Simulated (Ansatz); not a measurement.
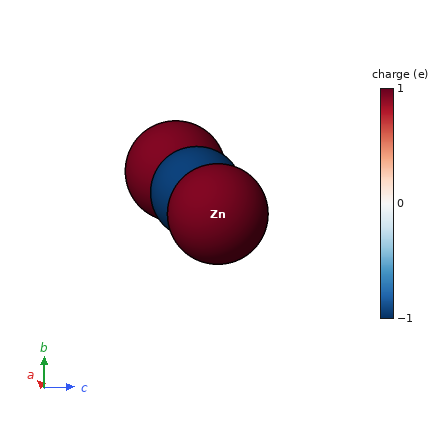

Structure drawing (ball-and-stick), viewed from the side at a slight tilt. The cell isn't outlined and the vacuum is left out. The atoms of this ZnS cell are coloured by their Bader charge.

Run with Ansatz 0.2.0, DFT PBE, scalar-relativistic, plane waves, PAW and these settings: plane waves to 420 eV, k-grid 8×6×6, Gaussian smearing of 0.02 eV, no spin polarisation.

> Who donates electrons here and who accepts them?

Most positive: Zn; most negative: S. Charges: about Zn +0.9 e; S -0.9 e. The transfer is large, as in an ionic solid.

The cell started as a random cell made by a generator, so it need not be a real form of the compound. Earlier steps of the study, as a rule a relaxation of our own, may have changed the cell and positions, so they can lie some per cent off the listed ones. Ansatz was used for an electronic-structure calculation on it.
